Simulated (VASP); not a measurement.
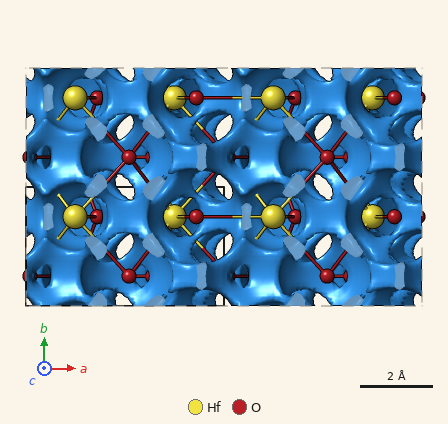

The blue surface encloses the points that the centre of a probe sphere of radius 0.10 Å can occupy in HfO$_{2}$ in space group Pnma, computed on a grid of about 0.15 Å (2×2×2 cells shown, view along the c axis; pale faces close the region where the box cuts it).

Atoms are hard spheres with Shannon crystal radii (six-coordinate where tabulated): Hf 0.85 Å, O 1.26 Å.

The cell is taken from a cell listed in the Materials Project, as set up for an electronic-structure calculation.

```
CELL_PARAMETERS angstrom
5.55640 0.00000 0.00000
0.00000 3.33360 0.00000
0.00000 0.00000 6.50500
ATOMIC_POSITIONS crystal
Hf 0.74868 0.75000 0.60787
Hf 0.25132 0.25000 0.39213
Hf 0.24868 0.75000 0.89213
Hf 0.75132 0.25000 0.10787
O 0.63950 0.25000 0.42340
O 0.36050 0.75000 0.57660
O 0.13950 0.25000 0.07660
O 0.86050 0.75000 0.92340
O 0.52079 0.25000 0.84145
O 0.47921 0.75000 0.15855
O 0.02079 0.25000 0.65855
O 0.97921 0.75000 0.34145
```

Is the space open to the probe made of pockets or channels?

Answer. Where they connect, they form a three-dimensional network.

What share of the cell can the probe's centre reach?

Answer. About 20 % of the volume (24 Å³ of 120.5 Å³).

Give the largest included and the largest free sphere.

Answer. The largest sphere that fits anywhere has a diameter of 1.03 Å; the largest that can travel through the crystal, about 0.6 Å.

How does the connectivity change as the probe shrinks?

Answer. Below a radius of about 0.30 Å the space forms one-dimensional channels along [010]. Below a radius of about 0.26 Å the space forms a two-dimensional network in layers parallel to (001). Below a radius of about 0.24 Å the space forms a three-dimensional network. These are grid estimates, good to about 0.05 Å.
